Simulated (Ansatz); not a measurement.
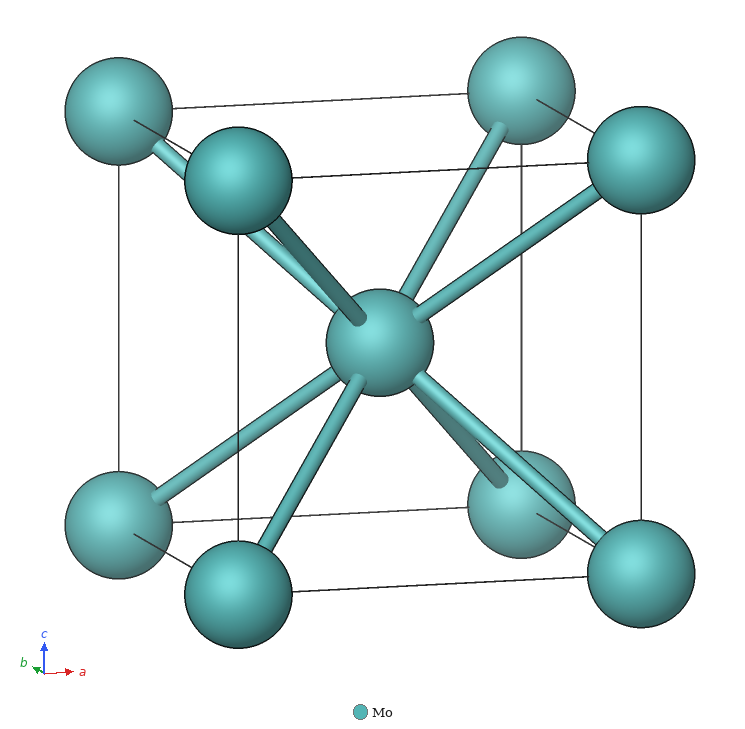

Crystal structure, ball-and-stick style, seen slightly off an axis. Atoms at the boundary of the conventional unit cell (the box) are drawn once for each face, edge or corner they touch.

Cell constants: a = 3.141 Å, b = 3.141 Å, c = 3.141 Å, α = 90.00°, β = 90.00°, γ = 90.00°.

Bond cut-offs: Mo–Mo up to 3.05 Å (cut-off distances).

Question: How many atoms are there in one cell?

Answer: 2 (molybdenum), counting shared atoms by their share.

Question: What are the crystal system and the lattice centring?

Answer: Body-centred cubic.

Question: Name the structure type.

Answer: Body-centred cubic (W type).

Question: Describe the connectivity.

Answer: The bonds build a three-dimensional framework.

Provenance: the standard structure of this element. The cell was then strained or its atoms displaced on purpose. Ansatz was used for an electronic-structure calculation on it.
